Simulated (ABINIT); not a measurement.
## Effective mass calculation, with input and output: Se (part 2 of 3)

Se (P3₁21, 3 atoms in the cell); Kohn-Sham DFT of a periodic cell, LDA, PseudoDojo NC SR LDA v0.4.1 standard, no spin polarisation (ABINIT 10.8.3); cutoff 1088.46 eV, 5×5×4 k-mesh, fixed occupations. The structure derives from an entry of the Crystallography Open Database.

Geometry of the input (Å; fractional positions):
```
4.3662  0.0000  0.0000
-2.1831  3.7812  0.0000
0.0000  0.0000  4.9536
Se 0.7746  0.7746  0.0000
Se -0.0000  0.2254  0.6667
Se 0.2254  0.0000  0.3333
```

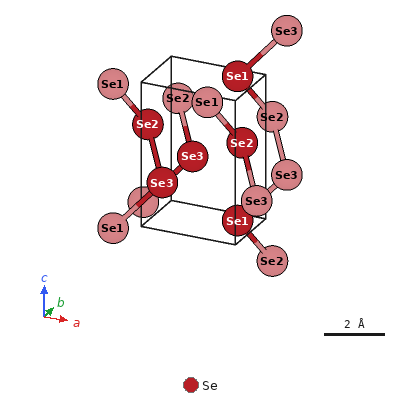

*The input geometry (ball-and-stick view of the cell of the calculation, seen slightly off an axis; neighbours outside the cell are drawn fainter; atoms are numbered from 1 in the order of the input). An atom can appear more than once, as a periodic image.*

### The program's output, continued
```
================================================================================
 Non-SCF case, kpt    1 (  0.40000  0.20000  0.50000), residuals and eigenvalues=
  7.10E-21  3.39E-21  1.20E-21  9.09E-21  9.28E-22  8.55E-21  9.30E-22  9.80E-21
  9.36E-21  9.85E-21  8.89E-21  8.20E-21  9.07E-21  7.95E-21  4.81E-21  4.35E-21
  6.24E-21  3.72E-21  4.95E-21  7.46E-21  4.09E-21  4.45E-21  4.23E-21  2.31E-21
  2.63E-21  5.48E-21  7.34E-21  6.34E-21  3.81E-12  6.42E-05
 -1.6752E+00 -1.6734E+00 -1.6734E+00 -1.6731E+00 -1.6720E+00 -1.6720E+00
 -1.6648E+00 -1.6648E+00 -1.6645E+00 -1.6626E+00 -1.6624E+00 -1.6624E+00
 -1.6607E+00 -1.6607E+00 -1.6598E+00 -4.2212E-01 -4.1899E-01 -2.8580E-01
 -1.0746E-01 -7.0813E-02 -6.8265E-02  6.6492E-02  7.0888E-02  1.0554E-01
  1.5167E-01  2.0148E-01  2.0780E-01  3.3723E-01  3.9127E-01  4.2442E-01
 Non-SCF case, kpt    2 (  0.00000  0.00000  0.50000), residuals and eigenvalues=
  4.27E-21  6.00E-21  4.59E-21  9.75E-21  6.08E-21  4.03E-21  8.23E-21  4.41E-21
  3.46E-21  8.46E-21  3.02E-21  3.89E-21  9.30E-21  2.28E-21  8.51E-22  9.30E-21
  3.40E-21  4.36E-21  8.28E-21  3.44E-21  3.37E-21  2.23E-21  3.53E-21  7.42E-21
  2.76E-21  2.07E-21  2.88E-21  3.82E-21  3.35E-17  1.34E-17
 -1.6752E+00 -1.6734E+00 -1.6734E+00 -1.6731E+00 -1.6720E+00 -1.6720E+00
 -1.6648E+00 -1.6648E+00 -1.6645E+00 -1.6626E+00 -1.6624E+00 -1.6624E+00
 -1.6607E+00 -1.6607E+00 -1.6599E+00 -4.3517E-01 -4.3517E-01 -2.4523E-01
 -7.1988E-02 -1.7942E-02 -1.7942E-02  4.9328E-02  4.9328E-02  6.6014E-02
  1.4629E-01  1.4629E-01  1.5091E-01  3.3440E-01  3.6884E-01  3.6884E-01

--- !ResultsGS
iteration_state: {dtset: 2, }
comment   : Summary of ground state results
lattice_vectors:
- [  8.2509222,   0.0000000,   0.0000000, ]
- [ -4.1254611,   7.1455082,   0.0000000, ]
- [  0.0000000,   0.0000000,   9.3609473, ]
lattice_lengths: [   8.25092,    8.25092,    9.36095, ]
lattice_angles: [ 90.000,  90.000, 120.000, ] # degrees, (23, 13, 12)
lattice_volume:   5.5189368E+02
convergence: {deltae:  0.000E+00, res2:  0.000E+00, residm:  9.854E-21, diffor:  0.000E+00, }
etotal    :  -3.63537728E+02
entropy   :   0.00000000E+00
fermie    :   1.05536661E-01
cartesian_stress_tensor: null
pressure_GPa: null
xred      :
- [  7.7460E-01,   7.7460E-01,   0.0000E+00, Se]
- [ -5.1221E-18,   2.2540E-01,   6.6667E-01, Se]
- [  2.2540E-01,   0.0000E+00,   3.3333E-01, Se]
cartesian_forces: null
force_length_stats: {min: null, max: null, mean: null, }
...

 Integrated electronic density in atomic spheres:
 ------------------------------------------------
 Atom  Sphere_radius  Integrated_density
    1        2.00000         13.18582968
    2        2.00000         13.18582968
    3        2.00000         13.18582968
================================================================================

 ----iterations are completed or convergence reached----

 Mean square residual over all n,k,spin=   53.244E-22; max=  98.542E-22
 reduced coordinates (array xred) for    3 atoms
       0.774600000000      0.774600000000      0.000000000000
      -0.000000000000      0.225400000000      0.666666666667
       0.225400000000      0.000000000000      0.333333333333

 cartesian coordinates (angstrom) at end:
    1      1.69102925884437     2.92894859345663     0.00000000000000
    2     -0.49207073966373     0.85229152203089     3.30239999774331
    3      0.98414147932745     0.00000000000000     1.65119999887165
 length scales=  8.250922205300  8.250922205300  9.360947330900 bohr
              =  4.366199997016  4.366199997016  4.953599996615 angstroms
 Eigenvalues (hartree) for nkpt=   2  k points:
 kpt#   1, nband= 30, wtk=  1.00000, kpt=  0.4000  0.2000  0.5000 (reduced coord)
  -1.67522   -1.67339   -1.67338   -1.67314   -1.67197   -1.67197   -1.66479   -1.66479
  -1.66454   -1.66260   -1.66242   -1.66241   -1.66073   -1.66072   -1.65982   -0.42212
  -0.41899   -0.28580   -0.10746   -0.07081   -0.06826    0.06649    0.07089    0.10554
   0.15167    0.20148    0.20780    0.33723    0.39127    0.42442
 kpt#   2, nband= 30, wtk=  1.00000, kpt=  0.0000  0.0000  0.5000 (reduced coord)
  -1.67523   -1.67339   -1.67339   -1.67314   -1.67196   -1.67196   -1.66479   -1.66479
  -1.66454   -1.66259   -1.66242   -1.66242   -1.66069   -1.66069   -1.65988   -0.43517
  -0.43517   -0.24523   -0.07199   -0.01794   -0.01794    0.04933    0.04933    0.06601
   0.14629    0.14629    0.15091    0.33440    0.36884    0.36884

================================================================================
== DATASET  3 ==================================================================

--- !DatasetInfo
iteration_state: {dtset: 3, }
dimensions: {natom: 3, nkpt: 2, mband: 30, nsppol: 1, nspinor: 1, nspden: 1, mpw: 6684, }
cutoff_energies: {ecut:  40.0, pawecutdg:  -1.0, }
electrons: {nelect:   4.80000000E+01, charge:   0.00000000E+00, occopt:   1.00000000E+00, tsmear:   1.00000000E-02, }
meta: {optdriver: 1, rfelfd: 2, }
...

 mkfilename : getwfk/=0, take file _WFK from output of DATASET   2.

 mkfilename : getden/=0, take file _DEN from output of DATASET   1.

 Exchange-correlation functional for the present dataset will be:
  LDA: Perdew-Wang 92 LSD fit to Ceperley-Alder data - ixc=7
  J.P.Perdew and Y.Wang, PRB 45, 13244 (1992)

 Real(R)+Recip(G) space primitive vectors, cartesian coordinates (Bohr,Bohr^-1):
 R(1)=  8.2509222  0.0000000  0.0000000  G(1)=  0.1211986  0.0699740  0.0000000
 R(2)= -4.1254611  7.1455082  0.0000000  G(2)=  0.0000000  0.1399481  0.0000000
 R(3)=  0.0000000  0.0000000  9.3609473  G(3)=  0.0000000  0.0000000  0.1068268
 Unit cell volume ucvol=  5.5189368E+02 bohr^3
 Angles (23,13,12)=  9.00000000E+01  9.00000000E+01  1.20000000E+02 degrees
 setup1 : take into account q-point for computing boxcut.

 getcut: wavevector=  0.0000  0.0000  0.0000  ngfft=  48  48  54
         ecut(hartree)=     40.000   => boxcut(ratio)=   2.02618

--- Pseudopotential description ------------------------------------------------
- pspini: atom type   1  psp file is ./Se.upf
  34.00000  16.00000  180309                  znucl, zion, pspdat
12 -1012 2 -1 1198                            pspcod,pspxc,lmax,lloc,mmax
     nproj     2     2     2

--------------------------------------------------------------------------------

 ==>  initialize data related to q vector <==

 The list of irreducible perturbations for this q vector is:
    1)    idir= 1    ipert=   4
    2)    idir= 2    ipert=   4
    3)    idir= 3    ipert=   4

================================================================================

--------------------------------------------------------------------------------
 Perturbation wavevector (in red.coord.)   0.000000  0.000000  0.000000
 Perturbation : derivative vs k along direction   1
 The set of symmetries contains only one element for this perturbation.
 symkpt : not enough symmetry to change the number of k points.

--------------------------------------------------------------------------------

--------------------------------------------------------------------------------

 Initialisation of the first-order wave-functions :
  ireadwf=   0

--- !BeginCycle
iteration_state: {dtset: 3, }
solver: {iscf: -3, nstep: 200, nline: 4, wfoptalg: 0, }
tolerances: {tolwfr: 1.00E-20, }
...

     iter   2DEtotal(Ha)        deltaE(Ha) residm    vres2
-ETOT  1  -99.323881819761     -9.932E+01 2.924E-01 0.000E+00
 ETOT  2  -99.388355860567     -6.447E-02 4.755E-03 0.000E+00
 ETOT  3  -99.388415367166     -5.951E-05 1.480E-04 0.000E+00
 ETOT  4  -99.388415598868     -2.317E-07 2.948E-06 0.000E+00
 ETOT  5  -99.388415600151     -1.283E-09 1.513E-07 0.000E+00
 ETOT  6  -99.388415600159     -7.972E-12 3.122E-09 0.000E+00
 ETOT  7  -99.388415600159     -1.563E-13 1.730E-10 0.000E+00
 ETOT  8  -99.388415600159     -2.842E-14 5.189E-12 0.000E+00
 ETOT  9  -99.388415600159      0.000E+00 2.048E-13 0.000E+00
 ETOT 10  -99.388415600159      0.000E+00 8.730E-15 0.000E+00
 ETOT 11  -99.388415600159      0.000E+00 2.871E-16 0.000E+00
 ETOT 12  -99.388415600159      0.000E+00 1.446E-17 0.000E+00
 ETOT 13  -99.388415600159      0.000E+00 4.824E-19 0.000E+00
 ETOT 14  -99.388415600159      2.842E-14 2.534E-20 0.000E+00
 ETOT 15  -99.388415600159      0.000E+00 9.652E-21 0.000E+00

 At SCF step   15   max residual=  9.65E-21 < tolwfr=  1.00E-20 =>converged.
================================================================================

 ----iterations are completed or convergence reached----

 Mean square residual over all n,k,spin=   42.058E-22; max=  96.520E-22
 dfpt_looppert : ek2=    7.4227480861E+01
          f-sum rule ratio=    1.1209088177E+00
 Expectation of eigenvalue derivatives (hartree) for nkpt=   2  k points:
  (in case of degenerate eigenvalues, averaged derivative)
 kpt#   1, nband= 30, wtk=  0.50000, kpt=  0.4000  0.2000  0.5000 (reduced coord)
   0.00000    0.00000   -0.00000    0.00000   -0.00000    0.00000   -0.00000    0.00000
   0.00000    0.00000   -0.00000    0.00000   -0.00000    0.00000   -0.00000    0.00000
  -0.00000   -0.00000   -0.00000   -0.00000    0.00000   -0.00000    0.00000   -0.00000
   0.00000   -0.00000    0.00000   -0.00000   -0.00000    0.02865
 prteigrs : prtvol=0 or 1, do not print more k-points.

 2DEtotal=   -0.9938841560E+02 Ha. Also 2DEtotal=   -0.270449656527E+04 eV
    (  non-var. 2DEtotal :   -9.9388415600E+01 Ha)

--------------------------------------------------------------------------------
 Perturbation wavevector (in red.coord.)   0.000000  0.000000  0.000000
 Perturbation : derivative vs k along direction   2
 The set of symmetries contains only one element for this perturbation.
 symkpt : not enough symmetry to change the number of k points.

--------------------------------------------------------------------------------

--------------------------------------------------------------------------------

 Initialisation of the first-order wave-functions :
  ireadwf=   0

--- !BeginCycle
iteration_state: {dtset: 3, }
solver: {iscf: -3, nstep: 200, nline: 4, wfoptalg: 0, }
tolerances: {tolwfr: 1.00E-20, }
...

     iter   2DEtotal(Ha)        deltaE(Ha) residm    vres2
-ETOT  1  -98.317453272424     -9.832E+01 1.702E-01 0.000E+00
 ETOT  2  -98.380501152505     -6.305E-02 3.124E-03 0.000E+00
 ETOT  3  -98.380553788513     -5.264E-05 7.590E-05 0.000E+00
 ETOT  4  -98.380553988590     -2.001E-07 2.456E-06 0.000E+00
 ETOT  5  -98.380553989703     -1.112E-09 8.204E-08 0.000E+00
 ETOT  6  -98.380553989710     -7.219E-12 3.050E-09 0.000E+00
 ETOT  7  -98.380553989710      2.842E-14 1.016E-10 0.000E+00
 ETOT  8  -98.380553989710      9.948E-14 5.189E-12 0.000E+00
 ETOT  9  -98.380553989710     -4.263E-14 1.709E-13 0.000E+00
 ETOT 10  -98.380553989710      0.000E+00 8.730E-15 0.000E+00
 ETOT 11  -98.380553989710      0.000E+00 2.871E-16 0.000E+00
 ETOT 12  -98.380553989710      0.000E+00 1.446E-17 0.000E+00
 ETOT 13  -98.380553989710      0.000E+00 4.824E-19 0.000E+00
 ETOT 14  -98.380553989710      0.000E+00 2.534E-20 0.000E+00
 ETOT 15  -98.380553989710      0.000E+00 9.858E-21 0.000E+00

 At SCF step   15   max residual=  9.86E-21 < tolwfr=  1.00E-20 =>converged.
================================================================================

 ----iterations are completed or convergence reached----

 Mean square residual over all n,k,spin=   47.020E-22; max=  98.581E-22
 dfpt_looppert : ek2=    7.4227480859E+01
          f-sum rule ratio=    1.0951145989E+00
 Expectation of eigenvalue derivatives (hartree) for nkpt=   2  k points:
  (in case of degenerate eigenvalues, averaged derivative)
 kpt#   1, nband= 30, wtk=  0.50000, kpt=  0.4000  0.2000  0.5000 (reduced coord)
  -0.00000    0.00001    0.00000    0.00000   -0.00000    0.00000    0.00001   -0.00001
   0.00000   -0.00001    0.00002   -0.00001    0.00002   -0.00005    0.00003    0.01892
  -0.00256   -0.01399    0.03048   -0.08985   -0.10203    0.06177    0.26729   -0.02287
  -0.11395   -0.00728   -0.03488    0.07607    0.02976   -0.11970
 prteigrs : prtvol=0 or 1, do not print more k-points.

 2DEtotal=   -0.9838055399E+02 Ha. Also 2DEtotal=   -0.267707125371E+04 eV
    (  non-var. 2DEtotal :   -9.8380553990E+01 Ha)

--------------------------------------------------------------------------------
 Perturbation wavevector (in red.coord.)   0.000000  0.000000  0.000000
 Perturbation : derivative vs k along direction   3
 The set of symmetries contains only one element for this perturbation.
 symkpt : not enough symmetry to change the number of k points.

--------------------------------------------------------------------------------

--------------------------------------------------------------------------------

 Initialisation of the first-order wave-functions :
  ireadwf=   0

--- !BeginCycle
iteration_state: {dtset: 3, }
solver: {iscf: -3, nstep: 200, nline: 4, wfoptalg: 0, }
tolerances: {tolwfr: 1.00E-20, }
...

     iter   2DEtotal(Ha)        deltaE(Ha) residm    vres2
-ETOT  1  -58.402524510223     -5.840E+01 9.697E-02 0.000E+00
 ETOT  2  -58.435513239810     -3.299E-02 4.096E-04 0.000E+00
 ETOT  3  -58.435530851364     -1.761E-05 1.398E-05 0.000E+00
 ETOT  4  -58.435530903840     -5.248E-08 3.472E-07 0.000E+00
 ETOT  5  -58.435530904115     -2.754E-10 1.244E-08 0.000E+00
 ETOT  6  -58.435530904117     -1.577E-12 4.157E-10 0.000E+00
 ETOT  7  -58.435530904117     -5.684E-14 1.571E-11 0.000E+00
 ETOT  8  -58.435530904117     -2.842E-14 5.358E-13 0.000E+00
 ETOT  9  -58.435530904117      4.974E-14 2.654E-14 0.000E+00
 ETOT 10  -58.435530904117     -3.553E-14 7.090E-16 0.000E+00
 ETOT 11  -58.435530904117      2.132E-14 5.742E-17 0.000E+00
 ETOT 12  -58.435530904117     -1.421E-14 9.712E-19 0.000E+00
 ETOT 13  -58.435530904117      2.842E-14 1.170E-19 0.000E+00
 ETOT 14  -58.435530904117     -7.105E-15 9.776E-21 0.000E+00

 At SCF step   14   max residual=  9.78E-21 < tolwfr=  1.00E-20 =>converged.
================================================================================

 ----iterations are completed or convergence reached----

 Mean square residual over all n,k,spin=   46.673E-22; max=  97.758E-22
 dfpt_looppert : ek2=    4.3250523287E+01
          f-sum rule ratio=    1.1411828545E+00
 Expectation of eigenvalue derivatives (hartree) for nkpt=   2  k points:
  (in case of degenerate eigenvalues, averaged derivative)
 kpt#   1, nband= 30, wtk=  0.50000, kpt=  0.4000  0.2000  0.5000 (reduced coord)
   0.00000   -0.00000    0.00000   -0.00000   -0.00000    0.00000    0.00000   -0.00000
  -0.00000    0.00000   -0.00000   -0.00000    0.00000    0.00000    0.00000   -0.00000
   0.00000   -0.00000   -0.00000   -0.00000    0.00000    0.00000   -0.00000   -0.00000
  -0.00000   -0.00000   -0.00000    0.00000    0.00000    0.03764
 prteigrs : prtvol=0 or 1, do not print more k-points.

 2DEtotal=   -0.5843553090E+02 Ha. Also 2DEtotal=   -0.159011180192E+04 eV
    (  non-var. 2DEtotal :   -5.8435530904E+01 Ha)

 CALCULATION OF EFFECTIVE MASSES
 NOTE : Additional infos (eff. mass eigenvalues, eigenvectors and, if degenerate, average mass) are available in stdout.

--- !WARNING
message: |
    Effective masses calculations require given k-point(s) to be band extrema for given bands, but max abs gradient of band(s) was found to be greater than 1e-5. Abinit will continue anyway.
...

--- !WARNING
message: |
    Effective masses calculations require given k-point(s) to be band extrema for given bands, but max abs gradient of band(s) was found to be greater than 1e-5. Abinit will continue anyway.
...

--- !WARNING
message: |
    Effective masses calculations require given k-point(s) to be band extrema for given bands, but max abs gradient of band(s) was found to be greater than 1e-5. Abinit will continue anyway.
...

 K-point ( 0.400, 0.200, 0.500) | band =    24
 Effective mass tensor:
             -0.8861301492              0.5068529706              0.4590164230
              0.5068529706             -1.4732133346              0.2660464054
              0.4590164230              0.2660464054             -0.8011823929
 Effective mass tensor eigenvalues:
             -1.7653927808             -1.2381315069             -0.1570015890
 Angular average effective mass 1/(<1/m>)=  -0.3874228534
 Angular average effective mass for Frohlich model (<m**0.5>)**2=  -0.5588242992
 Effective masses along directions: (cart. coord. / red. coord. -> eff. mass)
    1:   1.000000  0.000000  0.000000 /   0.894427 -0.447214  0.000000 ->  -0.3092946290
    2:   0.000000  1.000000  0.000000 /   0.000000  1.000000  0.000000 ->  -0.6873675939
    3:   0.000000  0.000000  1.000000 /   0.000000  0.000000  1.000000 ->  -0.3272799292
    4:   0.707107  0.707107  0.000000 /   0.939071  0.343724  0.000000 ->  -0.2575217576
    5:   0.577350  0.577350  0.577350 /   0.642673  0.235235  0.729134 ->  -0.1641262765

 COMMENTS:
 - At k-point ( 0.000, 0.000, 0.500), bands    25 through    26
   are DEGENERATE (effective mass tensor is therefore not defined).
   See Section IIIB Eqs. (67)-(70) and Appendix E of PRB 93 205147 (2016).
 - Angular average effective mass for Frohlich model is to be averaged over degenerate bands. See later.
 - Associated theta integrals calculated with ntheta=    100 points.
```
